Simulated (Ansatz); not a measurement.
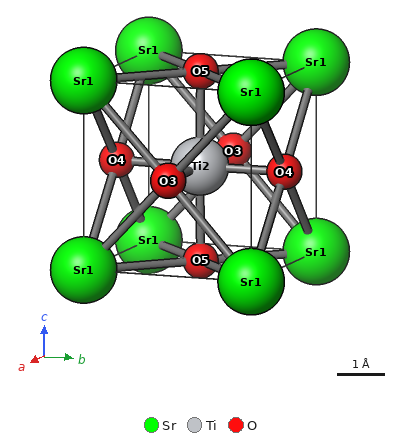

The structure as given in the input (ball-and-stick view of the cell of the calculation, seen slightly off an axis; atoms are numbered from 1 in the order of the input). An atom can appear more than once, as a periodic image.

**Single-point calculation, with input and output: SrTiO3**

System: SrTiO3 (5 atoms in the cell).
Method: DFT PBE, scalar-relativistic, plane waves, PAW, PAW set soft_1, no spin polarisation (Ansatz 0.2.0).

The structure derives from an entry of the Crystallography Open Database. Figures and captions count atoms from 1; the log counts them from 0 in places.

The input:
```yaml
crystal:
  lattice:
    - [3.8444942777, 0.0, 0.0]
    - [0.0, 3.8444942777, 0.0]
    - [0.0, 0.0, 4.1202397589]
  atoms:
    - { symbol: Sr, position: [0.0013670509, 0.0, 0.0] }
    - { symbol: Ti, position: [0.5064538458, 0.5, 0.5] }
    - { symbol: O, position: [-0.0097550828, 0.5, 0.5] }
    - { symbol: O, position: [0.491479603, 0.0, 0.5] }
    - { symbol: O, position: [0.491479603, 0.5, 0.0] }
basis:
  ecutwfc: 520.0
kpoints:
  mp_grid: { grid: [8, 8, 8] }
hamiltonian:
  xc: pbe
  pseudopotentials: { kind: paw, azcp: { folder: soft_1 } }
scf:
  occupations: { method: gaussian, width: 0.05 }
output:
  forces: true
  stress: true
  eigenvalues: true
  write_density: true
  write_potential: true
  elf: true
  volumetric_format: npy
```

Run on 2 threads of Arm Neoverse N1, 98 GiB of memory available, shared host.

Launch command:
```bash
ansatz run input.yaml --threads 2 --pin off --max-ram 4096MiB --backend cpu --events-out ev --progress --plain --runs-dir out
```

What the program printed:
```
Engine: ansatz 0.2.0, aarch64-unknown-linux-gnu
Pseudopotentials: kind: paw
Pseudopotential: Sr, paw, valence charge 10, recommended cutoff 420 eV (normal), [file]
Pseudopotential: Ti, paw, valence charge 12, recommended cutoff 420 eV (normal), [file]
Pseudopotential: O, paw, valence charge 6, recommended cutoff 420 eV (normal), [file]
Functional definition: PBE
  parameter kappa = 0.804
  parameter beta = 0.06672455060314922
  exchange = pbe_x(kappa = kappa, mu = beta*pi^2/3)
  correlation = pbe_c(beta = beta)
Crystal: 5 atoms, lattice volume = 60.898 Å³
Basis set: ecut = 520 eV, 1655 PW (Γ), exchange–correlation on 60×60×64 points (8 copies of the dense FFT grid, shifted against one another)
Bands: 25, of which v1, the nominal top of the filled ones, is band 20 counted from 1 (19 counted from 0)
Symmetry: 4 space group operations
Space group: Pmm2 (ITA 25), of the structure as read, at distance tolerance 3.9e-5 Å
k-points: 125 of 512 (time reversal used)
Non-local potential: Sr, projectors of the file, l = 0: 3, l = 1: 2, l = 2: 2
Non-local potential: Ti, projectors of the file, l = 0: 3, l = 1: 2, l = 2: 3, l = 3: 1
Non-local potential: O, projectors of the file, l = 0: 2, l = 1: 2, l = 2: 1
PAW form: soft (Blöchl's): semilocal exchange-correlation on the pseudo side does not see the compensation charge
PAW one-centre angular grid: Sr, 110 points (default); XC on 64 Gauss nodes
PAW one-centre angular grid: Ti, 590 points (default); XC on 64 Gauss nodes
PAW one-centre angular grid: O, 110 points (default); XC on 64 Gauss nodes
Initial density: superposition of atomic densities (chi_scale 0.1, normalization cell, long waves kept (reshape's long-wave potential 0.00 eV rms))
Initial wavefunctions: pseudopotential atomic-orbital guess
Functional: x = pbe(κ = 0.804, μ = 0.2195149727645171), c = pbe(β = 0.06672455060314922)
SCF iter   1: F=—  HF=-7754.558738 eV  |F-HF|=—  |Δ(HF+E_count)|=         —  Δρ=4.99e-2  dr2=1.44e0  ethr=3.10e-3  ⟨swp⟩=7.8  Hψ=16501  notcnv=0
preconditioner: auto → Resta (q_TF=auto, 2.544 Å⁻¹)  ε∞=5.2  [insulator: Δε(μ)=2.022 eV  Ē_g=12.737 eV  σ=0.050 eV  W_gap=1.00  n_scr=18 (ndim 8)  ℏωp=26.1 eV  f_vac=0.000  D(μ)=0.00/eV (n_scr^D=0)  ε∞_Penn≈5.2]
SCF iter   2: F=—  HF=-7754.439094 eV  |F-HF|=—  |Δ(HF+E_count)|=   1.20e-1  Δρ=2.86e-2  dr2=5.53e-1  ethr=3.10e-3  ⟨swp⟩=2.1  Hψ=4640  notcnv=0  defer=125
SCF iter   3: F=—  HF=-7754.394536 eV  |F-HF|=—  |Δ(HF+E_count)|=   4.46e-2  Δρ=6.55e-3  dr2=1.35e-2  ethr=1.38e-3  ⟨swp⟩=2.4  Hψ=6290  notcnv=0  defer=125
SCF iter   4: F=—  HF=-7754.399584 eV  |F-HF|=—  |Δ(HF+E_count)|=   5.05e-3  Δρ=2.46e-3  dr2=2.60e-3  ethr=3.37e-5  ⟨swp⟩=2.2  Hψ=5222  notcnv=0  defer=125
SCF iter   5: F=—  HF=-7754.400674 eV  |F-HF|=—  |Δ(HF+E_count)|=   1.09e-3  Δρ=7.64e-4  dr2=3.23e-4  ethr=6.50e-6  ⟨swp⟩=2.7  Hψ=5384  notcnv=0  defer=125
SCF iter   6: F=—  HF=-7754.400887 eV  |F-HF|=—  |Δ(HF+E_count)|=   2.13e-4  Δρ=1.64e-4  dr2=1.55e-5  ethr=8.07e-7  ⟨swp⟩=2.1  Hψ=4550  notcnv=0  defer=125
SCF iter   7: F=—  HF=-7754.401058 eV  |F-HF|=—  |Δ(HF+E_count)|=   1.71e-4  Δρ=4.80e-5  dr2=1.27e-6  ethr=3.88e-8  ⟨swp⟩=2.0  Hψ=5458  notcnv=0  defer=125
SCF iter   8: F=-7754.401059 eV  HF=-7754.401059 eV  |F-HF|=2.44e-9  |Δ(HF+E_count)|=   4.01e-7  Δρ=1.08e-5  dr2=6.42e-8  ethr=2.50e-10  ⟨swp⟩=15.5  Hψ=27822  notcnv=0
SCF 1 converged in 8 iterations: F = -7754.401059 eV  dr2 = 6.42e-8
  greatest PAW one-centre occupation: 0.999 electrons in one spin orbital (limit 2), on the Ti atom at site 1 (counted from 0), in its partial waves of l = 0
```

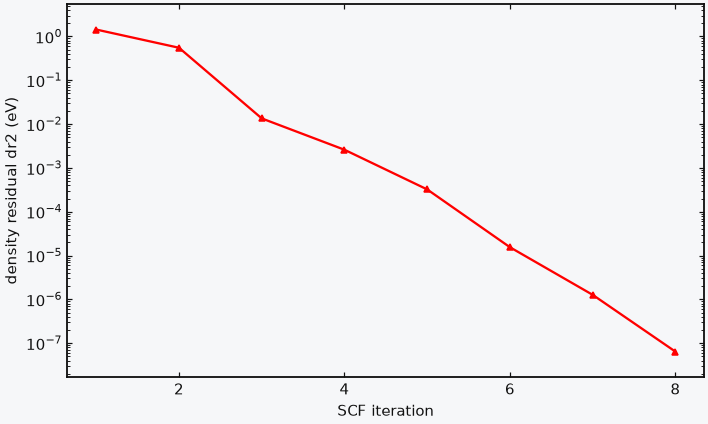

Convergence of the self-consistent field: density residual dr2 against the SCF iteration. The residual falls at every step.

```
SCF converged after 8 iterations
Free energy (F): -7754.401059 eV
Harris-Foulkes:  -7754.401059 eV  (|F-HF|=2.44e-9)
Internal energy: -7754.401059 eV  (E = F + TS)
E sigma→0 (E₀):  -7754.401059 eV
Fermi energy:    10.620750 eV
--- Per-component energies (eV) ---
  E_band       = -218.335831
  E_kinetic    = 1020.190096
  E_local      = -2492.441552  (includes V_loc(G=0)·N_el)
  E_nonlocal   = 447.244200
  E_hartree    = 864.318079
  E_xc         = -509.888034
  E_vxc        = -579.987968  (∫ρ·V_xc dr)
  E_paw        = -4217.894024  (= ΣΔE_a)
  E_vpaw       = -341.975926  (= ΣTr[D̂ρ^β])
  E_aug_tail   = 0.000590  (compensation charges beyond the density's cutoff)
  E_ewald      = -2865.930413
  E_smearing   = -0.000000  (= −TS)
  E_closure    = -0.000000  (closes the sum)
  Σ components = -7754.401059   (vs F -7754.401059, Δ=0.00e0)
--- Forces (eV/Å), atoms counted from 1 ---
  atom   1  Sr     0.01911505     0.00000000     0.00000000
  atom   2  Ti    -0.14007787     0.00000000     0.00000000
  atom   3  O      0.18826163     0.00000000    -0.00000000
  atom   4  O     -0.09481928     0.00000000     0.00000000
  atom   5  O      0.02750926     0.00000000    -0.00000000
  max |Σ_I F_I| component: 1.12e-5 eV/Å
--- Stress (GPa, compression-positive) ---
        6.948792       0.000000       0.000000
        0.000000       6.145013       0.000000
        0.000000       0.000000      -7.538312
  P = ⅓ Tr σ = 1.8518 GPa (18.518 kbar)
--- Band table (eV; the first three rows and the last of 125) ---
  k-point 0: bands = ["-46.7778", "-23.1262", "-23.0699", "-23.0544", "-23.0116", "-7.7498", "-6.8819", "-6.5247", "-5.1725", "-5.0814", "-5.0765", "6.6506", "6.9527", "6.9616", "8.3373", "8.5780", "8.6158", "9.2371", "9.2747", "9.2805", "11.4999", "11.5691", "11.6946", "13.5603", "14.2063"]
  k-point 1: bands = ["-46.7778", "-23.1376", "-23.0699", "-23.0542", "-23.0030", "-7.7851", "-6.8785", "-6.5144", "-5.0802", "-5.0774", "-5.0725", "6.5373", "6.9424", "6.9528", "8.2300", "8.4547", "8.4734", "8.8071", "9.1825", "9.2212", "11.7064", "11.7659", "11.8002", "14.0244", "14.2155"]
  k-point 2: bands = ["-46.7776", "-23.1611", "-23.0695", "-23.0536", "-22.9865", "-7.8788", "-6.8702", "-6.4526", "-5.0679", "-5.0630", "-4.8825", "6.2718", "6.9168", "6.9312", "7.8959", "8.0350", "8.1708", "8.2409", "9.0444", "9.0906", "11.7437", "12.3114", "12.3254", "14.2230", "14.8644"]
  k-point 124: bands = ["-46.7751", "-23.1475", "-23.1313", "-23.0676", "-23.0382", "-6.4506", "-6.4247", "-6.2784", "-5.3885", "-5.3840", "-5.2975", "4.9822", "5.2575", "5.6037", "5.9969", "6.1208", "6.1496", "9.5632", "9.5849", "9.7416", "13.9723", "13.9857", "14.2862", "16.3432", "16.3842"]
```

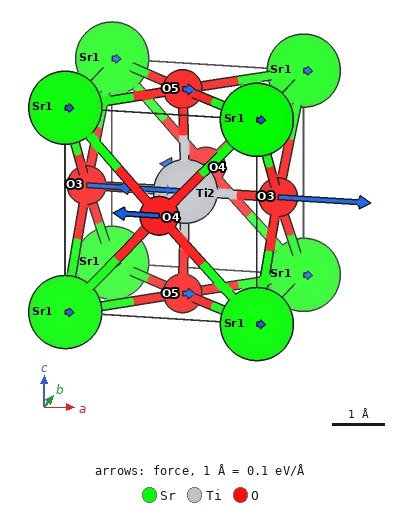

Forces on the atoms as blue arrows (ball-and-stick view of the cell of the calculation, seen slightly off an axis; atoms are numbered from 1 in the order of the input). The largest act on O3 (0.19 eV/Å); Ti2 (0.14 eV/Å); O4 (0.09 eV/Å). The geometry is not a stationary point of this energy.

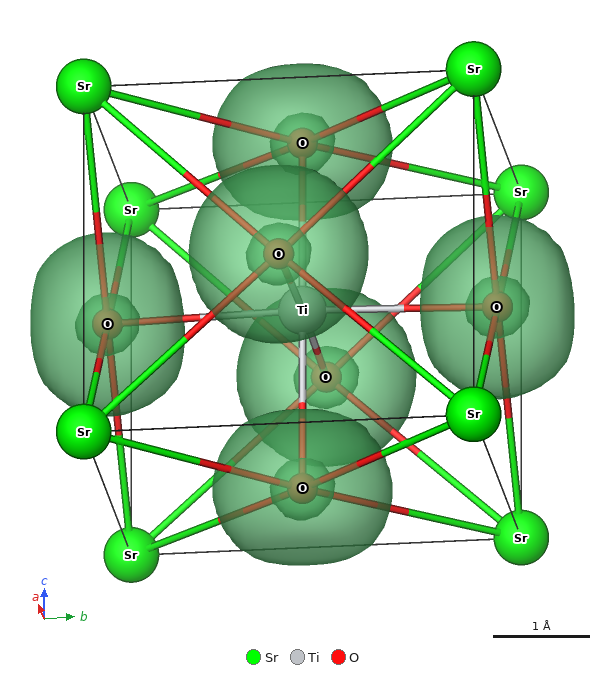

Isosurface of the electron localisation function at 0.65 (green), seen at an oblique angle. Core shells and regions of very low density are left out. Sticks mark near contacts. The outline is the cell set on symmetry axes. Profiles from the grid: Ti–O (1.86 Å): the ELF is about 0.20 at the midpoint. Sr–O (2.69 Å): the ELF is about 0.05 at the midpoint (a contact without a shared pair). The fields are those of the smooth PAW valence density.

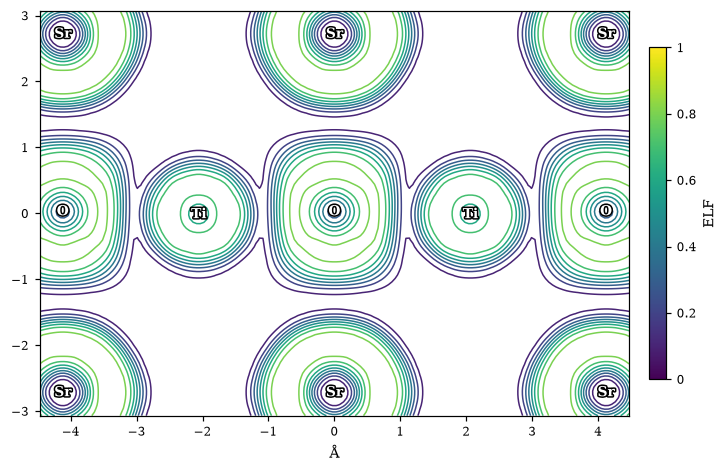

ELF on the (101) plane of the conventional cell. Atoms in the plane: Sr, Ti and O. Ti–O (2.06 Å): the ELF is about 0.15 at the midpoint. Sr–O (2.75 Å): the ELF is about 0.05 at the midpoint, which marks a contact without a shared pair. The strong features right at Sr and Ti lie inside the PAW spheres (semicore, d or f shells) and say nothing about bonding.

Results in brief:

| quantity | value |
| --- | --- |
| outcome | converged |
| space group (tolerance 0.01 Å) | Pmm2 (25) |
| electrons treated | 40 |
| free energy | −7754.4011 eV |
| Fermi energy | 10.621 eV |
| gap on the k-point mesh | 1.76 eV |
| pressure | 1.85 GPa |
| largest force (length of the vector) | 0.188 eV/Å |
| wall time | 34 s (CPU time 66 s) |
| peak memory | 0.47 GiB |
